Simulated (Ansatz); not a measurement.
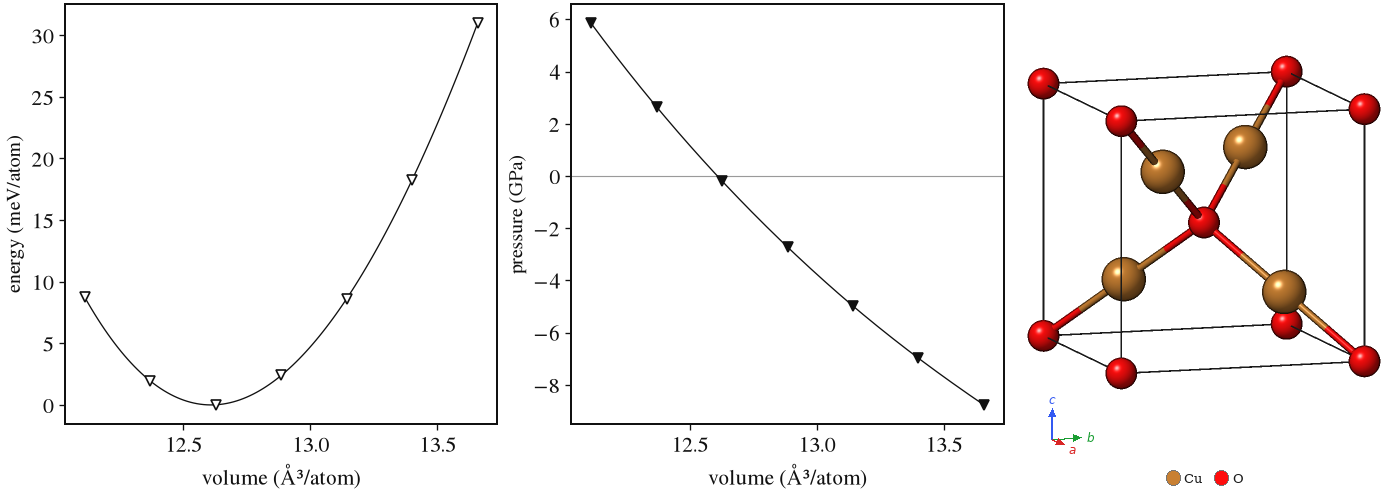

Plotted: energy and pressure against volume for Cu₂O, space group Pn-3m (No. 224). The conventional cell is drawn beside the plot.

The given structure:
```
Cu O
1.0
     4.26000    0.00000    0.00000
     0.00000    4.26000    0.00000
     0.00000    0.00000    4.26000
Cu O
4 2
Direct
  0.75000 0.25000 0.75000
  0.75000 0.75000 0.25000
  0.25000 0.75000 0.75000
  0.25000 0.25000 0.25000
  0.50000 0.50000 0.50000
  0.00000 0.00000 0.00000
```

Method: plane-wave DFT, no spin polarisation; energies at scaled volumes of the given cell, shape and fractions fixed, counted from the fit's minimum, third-order Birch-Murnaghan fit (Ansatz 0.2.0). Level: r2SCAN with rVV10.

| setting | value |
| --- | --- |
| k mesh | 6×6×6 |
| occupations | Fermi–Dirac |
| smearing width | 0.05 eV |
| potentials | Ansatz PAW |
| wave cutoff | 500 eV |
| density cutoff | 2500 eV |

What equilibrium volume and bulk modulus follow from the curve?

A third-order Birch–Murnaghan fit gives V0 = 12.61 Å³/atom, B0 = 132 GPa and B′ = 4.7.

How does the pressure vary with volume?

It falls from 5.85 GPa at volume 12.11 Å³/atom to −8.77 GPa at 13.66 Å³/atom, and changes sign near 12.61 Å³/atom.
